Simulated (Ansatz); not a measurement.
Run report: ZnSe, single-point calculation

The run: single-point calculation of ZnSe (P-6m2, 6 atoms in the cell). Method and program: DFT PBE, scalar-relativistic, plane waves, PAW, no spin polarisation (Ansatz 0.2.0).

The structure was made by a generator, so it may or may not be a known phase. Figures and captions count atoms from 1; the log counts them from 0 in places.

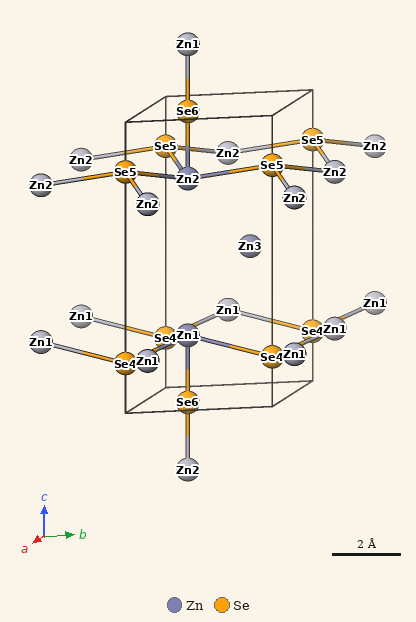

Fig. 1: The structure as given in the input (ball-and-stick view of the cell of the calculation, seen slightly off an axis; neighbours outside the cell are drawn fainter; atoms are numbered from 1 in the order of the input). An atom can appear more than once, as a periodic image.

### Input
```yaml
crystal:
  lattice:
    - [4.52303544, 0.0, 0.0]
    - [-2.26151772, 3.91706359, 0.0]
    - [0.0, 0.0, 8.80877025]
  atoms:
    - { symbol: Zn, position: [0.66666667, 0.33333333, 0.23070232] }
    - { symbol: Zn, position: [0.66666667, 0.33333333, 0.76929768] }
    - { symbol: Zn, position: [0.33333333, 0.66666667, 0.5] }
    - { symbol: Se, position: [0.0, 0.0, 0.17080424] }
    - { symbol: Se, position: [0.0, 0.0, 0.82919576] }
    - { symbol: Se, position: [0.66666667, 0.33333333, 0.0] }
basis:
  ecutwfc: 420
kpoints:
  mp_grid: { grid: [6, 6, 2] }
hamiltonian:
  xc: pbe
scf:
  occupations: { method: gaussian, width: 0.1 }
  lower_state_search: "off"
output:
  forces: true
  stress: true
  eigenvalues: true
```

Hardware: 1 thread of Arm Neoverse V1, 24 GiB of memory available, shared host.

Command:
```bash
ansatz run input.yaml --threads 1 --pin off --max-ram 2560MiB --backend cpu --events-out ev --progress --plain --runs-dir out
```

### The program's output
```
Engine: ansatz 0.2.0, aarch64-unknown-linux-gnu
Pseudopotentials: kind: paw
Pseudopotential: Zn, paw, valence charge 12, recommended cutoff 420 eV (normal), Zn.paw.azcp
Pseudopotential: Se, paw, valence charge 16, recommended cutoff 420 eV (normal), Se.paw.azcp
Functional definition: PBE
  parameter kappa = 0.804
  parameter beta = 0.06672455060314922
  exchange = pbe_x(kappa = kappa, mu = beta*pi^2/3)
  correlation = pbe_c(beta = beta)
Crystal: 6 atoms, lattice volume = 156.065 Å³
Basis set: ecut = 420 eV, 3035 PW (Γ), exchange–correlation on 64×64×120 points (8 copies of the dense FFT grid, shifted against one another)
Bands: 51, of which v1, the nominal top of the filled ones, is band 42 counted from 1 (41 counted from 0)
Symmetry: 12 space group operations
Space group: P-6m2 (ITA 187), of the structure as read, at distance tolerance 5.4e-5 Å
k-points: 14 of 72 (time reversal used)
Non-local potential: Zn, projectors of the file, l = 0: 2, l = 1: 2, l = 2: 3, l = 3: 1
Non-local potential: Se, projectors of the file, l = 0: 2, l = 1: 2, l = 2: 3, l = 3: 1
PAW form: soft (Blöchl's): semilocal exchange-correlation on the pseudo side does not see the compensation charge
PAW one-centre angular grid: Zn, 590 points (default); XC on 64 Gauss nodes
PAW one-centre angular grid: Se, 590 points (default); XC on 64 Gauss nodes
Initial density: superposition of atomic densities (neutral atoms: chi_scale 0, normalization atom), corrected by the library's trained network
Initial wavefunctions: pseudopotential atomic-orbital guess
Functional: x = pbe(κ = 0.804, μ = 0.2195149727645171), c = pbe(β = 0.06672455060314922)
SCF iter   1: F=—  HF=-26359.911689 eV  |F-HF|=—  |Δ(HF+E_count)|=         —  Δρ=8.42e-3  dr2=3.65e-1  ethr=1.77e-3  ⟨swp⟩=8.1  Hψ=3008  notcnv=0  defer=5
preconditioner: auto → LDOS  [metal: Δε(μ)=0.086 eV  Ē_g=9.959 eV  σ=0.100 eV  W_gap=0.42  n_scr=36 (ndim 8)  ℏωp=21.8 eV  f_vac=0.116  D(μ)=3.99/eV (n_scr^D=36)  β→1.0]
SCF iter   2: F=—  HF=-26359.860432 eV  |F-HF|=—  |Δ(HF+E_count)|=   5.13e-2  Δρ=5.01e-3  dr2=4.06e-2  ethr=4.34e-4  ⟨swp⟩=2.1  Hψ=1269  notcnv=0  defer=37
SCF iter   3: F=—  HF=-26359.852591 eV  |F-HF|=—  |Δ(HF+E_count)|=   7.84e-3  Δρ=1.47e-3  dr2=1.13e-2  ethr=4.84e-5  ⟨swp⟩=2.0  Hψ=1091  notcnv=0  defer=37
SCF iter   4: F=—  HF=-26359.852062 eV  |F-HF|=—  |Δ(HF+E_count)|=   5.29e-4  Δρ=1.10e-3  dr2=3.13e-3  ethr=1.35e-5  ⟨swp⟩=2.0  Hψ=819  notcnv=0  defer=37
SCF iter   5: F=—  HF=-26359.851177 eV  |F-HF|=—  |Δ(HF+E_count)|=   8.85e-4  Δρ=4.66e-4  dr2=7.52e-4  ethr=3.72e-6  ⟨swp⟩=2.0  Hψ=923  notcnv=0  defer=37
SCF iter   6: F=—  HF=-26359.851076 eV  |F-HF|=—  |Δ(HF+E_count)|=   1.00e-4  Δρ=2.66e-4  dr2=4.82e-4  ethr=8.96e-7  ⟨swp⟩=2.0  Hψ=1048  notcnv=0  defer=37
SCF iter   7: F=—  HF=-26359.850994 eV  |F-HF|=—  |Δ(HF+E_count)|=   8.26e-5  Δρ=1.48e-4  dr2=1.02e-4  ethr=5.74e-7  ⟨swp⟩=2.0  Hψ=833  notcnv=0  defer=37
SCF iter   8: F=—  HF=-26359.850980 eV  |F-HF|=—  |Δ(HF+E_count)|=   1.33e-5  Δρ=5.50e-5  dr2=4.46e-6  ethr=1.22e-7  ⟨swp⟩=2.0  Hψ=999  notcnv=0  defer=37
SCF iter   9: F=—  HF=-26359.850913 eV  |F-HF|=—  |Δ(HF+E_count)|=   6.74e-5  Δρ=2.44e-5  dr2=2.60e-6  ethr=5.31e-9  ⟨swp⟩=2.0  Hψ=1052  notcnv=0  defer=37
SCF iter  10: F=-26359.850913 eV  HF=-26359.850913 eV  |F-HF|=3.55e-9  |Δ(HF+E_count)|=   2.00e-7  Δρ=3.96e-6  dr2=2.68e-8  ethr=1.19e-10  ⟨swp⟩=9.5  Hψ=3491  notcnv=0
SCF 1 converged in 10 iterations: F = -26359.850913 eV  dr2 = 2.68e-8
  greatest PAW one-centre occupation: 1.000 electrons in one spin orbital (limit 2), on the Se atom at site 5 (counted from 0), in its partial waves of l = 2
```

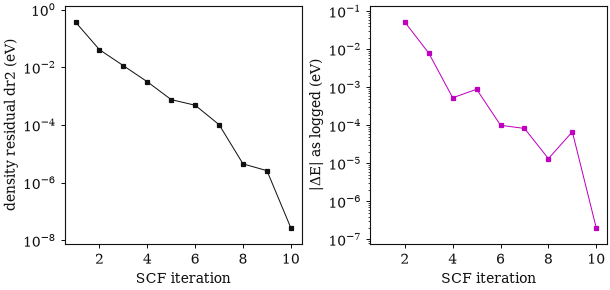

Fig. 2: Convergence of the self-consistent field: density residual dr2 and size of the energy change against the SCF iteration. The residual falls at every step.

```
SCF converged after 10 iterations
Free energy (F): -26359.850913 eV
Harris-Foulkes:  -26359.850913 eV  (|F-HF|=3.55e-9)
Internal energy: -26359.821004 eV  (E = F + TS)
E sigma→0 (E₀):  -26359.835959 eV
Entropy (-TS):   -0.029909 eV (-4.985 meV/atom)
Fermi energy:    6.073669 eV
--- Per-component energies (eV) ---
  E_band       = -1273.165368
  E_kinetic    = 749.213718
  E_local      = -15464.698632  (includes V_loc(G=0)·N_el)
  E_nonlocal   = 56.144959
  E_hartree    = 7182.117600
  E_xc         = -722.096748
  E_vxc        = -446.995597  (∫ρ·V_xc dr)
  E_paw        = -11215.662291  (= ΣΔE_a)
  E_vpaw       = -531.053386  (= ΣTr[D̂ρ^β])
  E_aug_tail   = -0.002852  (compensation charges beyond the density's cutoff)
  E_ewald      = -6944.836758
  E_smearing   = -0.029909  (= −TS)
  E_closure    = 0.000000  (closes the sum)
  Σ components = -26359.850913   (vs F -26359.850913, Δ=0.00e0)
--- Forces (eV/Å), atoms counted from 1 ---
  atom   1  Zn     0.00000000    -0.00000000     5.56842576
  atom   2  Zn     0.00000000    -0.00000000    -5.56842576
  atom   3  Zn     0.00000000     0.00000000     0.00000000
  atom   4  Se     0.00000000     0.00000000     2.00008981
  atom   5  Se     0.00000000     0.00000000    -2.00008981
  atom   6  Se     0.00000000     0.00000000     0.00000000
  max |Σ_I F_I| component: 5.55e-17 eV/Å
--- Stress (GPa, compression-positive) ---
        0.582909       0.000000       0.000000
       -0.000000       0.582909       0.000000
        0.000000       0.000000      26.110933
  P = ⅓ Tr σ = 9.0923 GPa (90.923 kbar)
--- Band table (eV; the first three rows and the last of 14) ---
  k-point 0: bands = ["-42.2303", "-42.1919", "-42.1919", "-42.1892", "-42.1892", "-41.7688", "-41.7688", "-41.7686", "-41.7686", "-41.7415", "-41.7415", "-41.7400", "-41.7400", "-41.7359", "-41.7300", "-9.3163", "-6.8100", "-6.0942", "-2.4498", "-1.6192", "-1.6192", "-1.4113", "-1.4113", "-1.3003", "-1.3003", "-1.2768", "-1.2768", "-0.8399", "-0.1136", "-0.1136", "-0.1055", "-0.0943", "-0.0943", "1.2952", "1.9065", "2.3928", "2.3928", "4.1323", "4.2194", "4.2658", "4.2658", "5.4556", "5.4556", "7.6664", "8.6033", "10.2077", "10.2077", "10.4157", "10.4157", "11.5176", "11.8717"]
  k-point 1: bands = ["-42.2303", "-42.1919", "-42.1919", "-42.1892", "-42.1892", "-41.7688", "-41.7688", "-41.7686", "-41.7686", "-41.7415", "-41.7415", "-41.7400", "-41.7400", "-41.7359", "-41.7300", "-9.3150", "-6.8188", "-6.0891", "-2.4555", "-1.6185", "-1.6185", "-1.4112", "-1.4112", "-1.2999", "-1.2999", "-1.2783", "-1.2783", "-0.8209", "-0.1126", "-0.1126", "-0.1076", "-0.0951", "-0.0951", "1.8537", "2.0168", "2.2171", "2.3945", "2.3945", "4.2589", "4.2589", "5.4669", "5.4669", "6.3745", "6.6372", "9.6130", "9.7238", "9.7238", "10.3710", "10.9883", "10.9883", "11.9735"]
  k-point 2: bands = ["-42.2303", "-42.1919", "-42.1919", "-42.1892", "-42.1892", "-41.7688", "-41.7688", "-41.7686", "-41.7686", "-41.7415", "-41.7415", "-41.7400", "-41.7400", "-41.7359", "-41.7300", "-9.1815", "-6.7247", "-6.2841", "-2.4706", "-1.6302", "-1.6228", "-1.4087", "-1.4005", "-1.3081", "-1.2772", "-1.2695", "-1.2598", "-0.8894", "-0.1167", "-0.1075", "-0.1031", "-0.1021", "-0.0966", "1.1799", "1.2001", "2.1477", "2.7205", "4.0487", "4.0812", "4.1990", "4.9987", "5.3680", "5.7649", "7.5309", "8.3593", "9.6844", "9.8756", "10.1492", "10.8191", "11.1802", "12.3120"]
  k-point 13: bands = ["-42.2303", "-42.1919", "-42.1918", "-42.1892", "-42.1891", "-41.7688", "-41.7687", "-41.7686", "-41.7686", "-41.7415", "-41.7415", "-41.7400", "-41.7400", "-41.7359", "-41.7300", "-8.4455", "-7.2162", "-6.3899", "-2.5901", "-1.7266", "-1.5290", "-1.4186", "-1.3659", "-1.2886", "-1.2005", "-1.1961", "-1.0813", "-1.0466", "-0.4008", "-0.1254", "-0.1063", "-0.1026", "-0.1008", "-0.0959", "0.8770", "2.1276", "2.3900", "2.8662", "4.9838", "5.1564", "5.2817", "5.3088", "6.0027", "7.2554", "7.5004", "9.1913", "9.7200", "11.6094", "11.7097", "11.9068", "12.9729"]
```

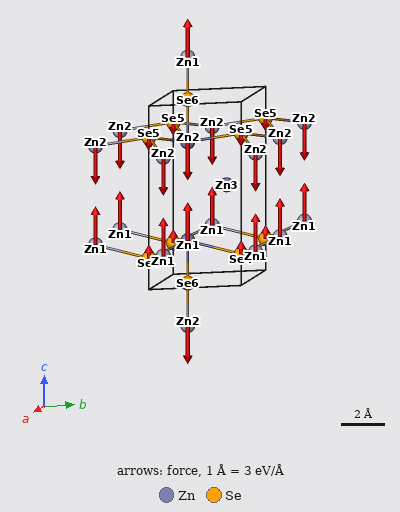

Fig. 3: Forces on the atoms as red arrows (ball-and-stick view of the cell of the calculation, seen slightly off an axis; neighbours outside the cell are drawn fainter; atoms are numbered from 1 in the order of the input). The largest act on Zn1, Zn2 (5.57 eV/Å); Se4, Se5 (2.00 eV/Å). The geometry is not a stationary point of this energy.

### Results in brief

- outcome: converged
- space group (tolerance 0.01 Å): P-6m2 (187)
- electrons treated: 84
- free energy: −26359.8509 eV
- Fermi energy: 6.074 eV
- gap on the k-point mesh: none (metallic)
- pressure: 9.09 GPa
- largest force (length of the vector): 5.568 eV/Å
- wall time: 12 s
- peak memory: 0.39 GiB
